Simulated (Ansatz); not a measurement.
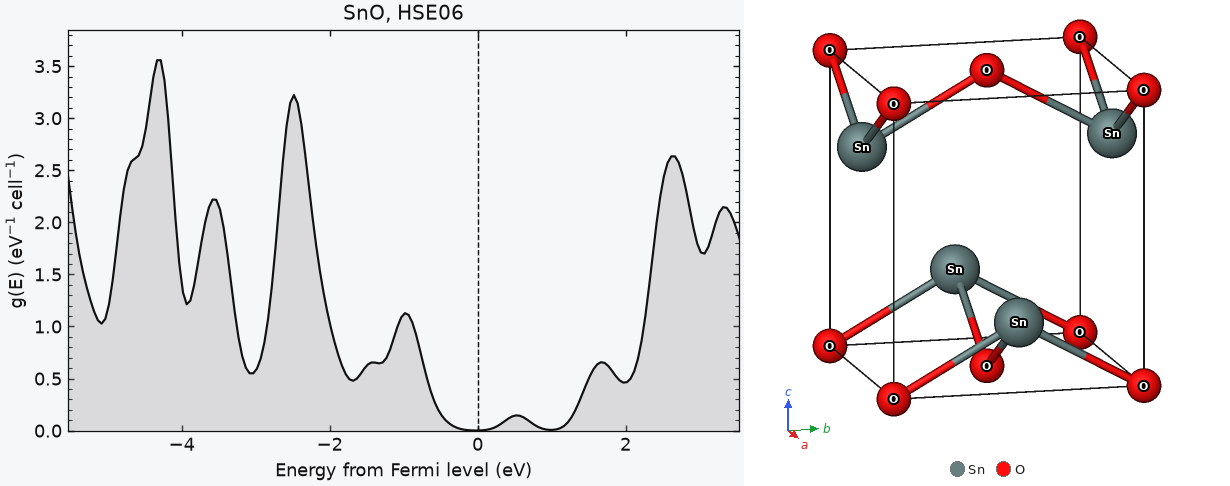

Density of states, beside the structure. Energies are counted from the Fermi level, put mid-gap where there is a gap. The curve is built from the levels of the k mesh with Gaussians 0.4 eV wide, which also blur the band edges.

Structure: SnO, space group P4/nmm (No. 129), 4 atoms in the cell, epitaxial (xy) strain +4.0%.

Computed with Ansatz: DFT, HSE06, plane waves, PAW, no spin polarisation, 4×4×4 k mesh, 420 eV cutoff.

Is there a gap at the Fermi level, and how wide?

There is a gap; over the k points computed it is 1.06 eV (indirect; the smallest direct gap is 2.60 eV).
